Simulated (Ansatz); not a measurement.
Here is a crystal structure:

```cif
data_structure
_symmetry_space_group_name_H-M 'P 1'
_symmetry_Int_Tables_number 1
_cell_length_a 3.0353
_cell_length_b 3.2598
_cell_length_c 13.7253
_cell_angle_alpha 90.000
_cell_angle_beta 90.000
_cell_angle_gamma 90.000
_cell_volume 135.81
loop_
_atom_site_label
_atom_site_type_symbol
_atom_site_fract_x
_atom_site_fract_y
_atom_site_fract_z
_atom_site_occupancy
Ti1 Ti 0.00000 0.50000 0.68540 1
Ti2 Ti 0.50000 0.00000 0.81460 1
Ti3 Ti 0.00000 0.00000 0.00000 1
B1 B 0.00000 0.50000 0.86822 1
B2 B 0.50000 0.00000 0.63178 1
B3 B 0.50000 0.50000 0.93567 1
B4 B 0.00000 0.00000 0.56433 1
Ti4 Ti 0.50000 0.00000 0.18540 1
Ti5 Ti 0.00000 0.50000 0.31460 1
Ti6 Ti 0.50000 0.50000 0.50000 1
B5 B 0.50000 0.00000 0.36822 1
B6 B 0.00000 0.50000 0.13178 1
B7 B 0.00000 0.00000 0.43567 1
B8 B 0.50000 0.50000 0.06433 1
```

Characterise the structure given above.

Chemical formula Ti3B4. The structure has Immm (No. 71) symmetry and a body-centred orthorhombic lattice. Cell content: 6 Ti, 8 B, that is 2 formula units.

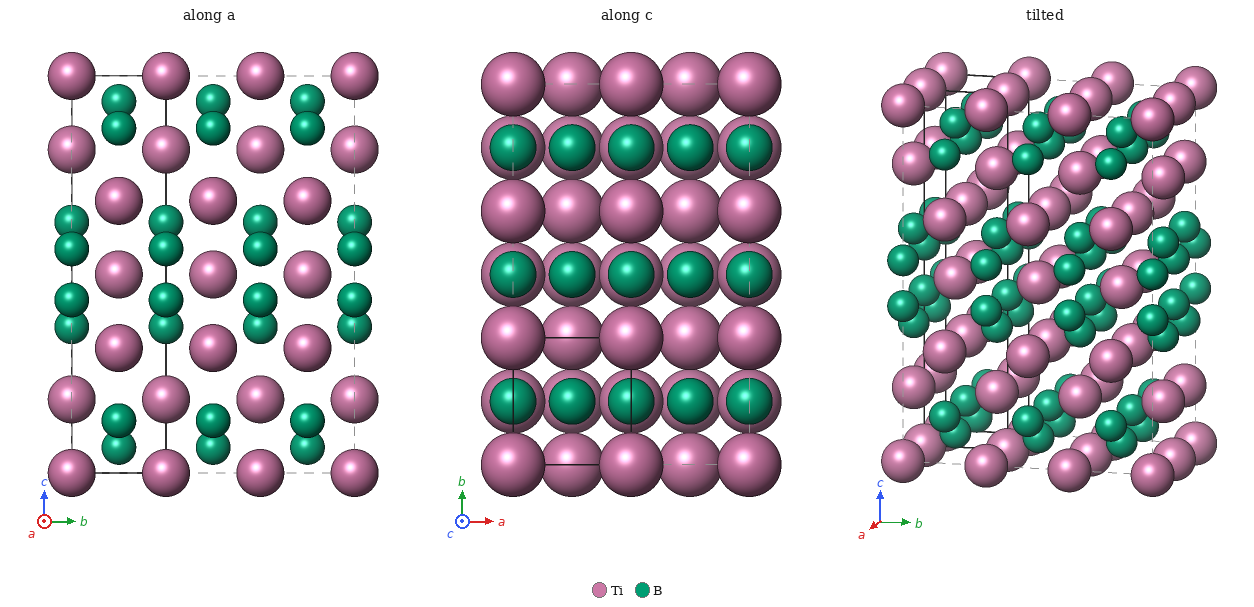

View along the a axis, along the c axis and slightly off an axis, drawn as a spheres-only model. The structure is repeated 2×3×1 times; solid lines mark one conventional unit cell.

The cell started as a structure listed in the Materials Project. Earlier steps of the study may have refined or changed the cell and positions. It was the input of a calculation with Ansatz.
